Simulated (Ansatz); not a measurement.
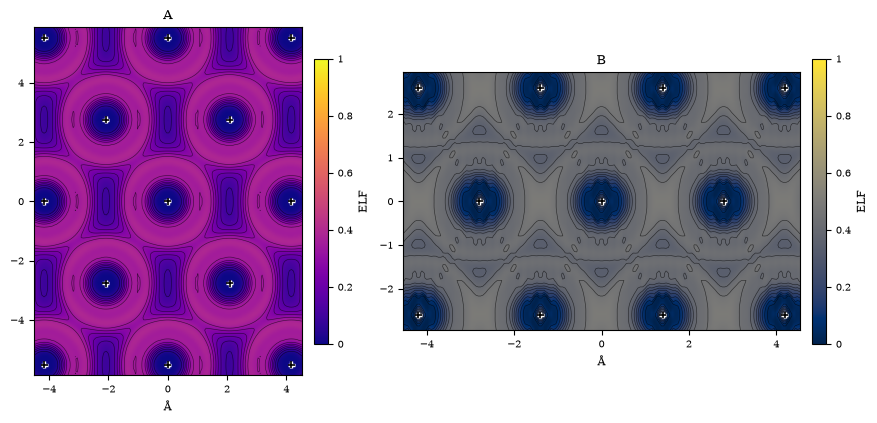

The ELF of 2 systems, each on a plane through atoms (crosses mark nuclei in the plane).

The calculation used Kohn-Sham DFT of a periodic cell, B3LYP, Ansatz PAW in Ansatz.

System 1: Sn, the (011) plane of the conventional cell. Space group I4/mmm; a structure from a database of computed crystals, not necessarily the ambient phase.

System 2: Ge, the (001) plane of the conventional cell. Space group Cmmm; a structure from a database of computed crystals, not necessarily the ambient phase; computed pressure about 5 GPa in this cell.

Match each panel to its system.

Answer. Panel A is system 1, Sn: the plane holds Sn. Sn–Sn (3.46 Å): the ELF is about 0.30 at the midpoint. Panel B is system 2, Ge: the plane holds Ge. Ge–Ge (2.79 Å): the ELF is about 0.50 at the midpoint.
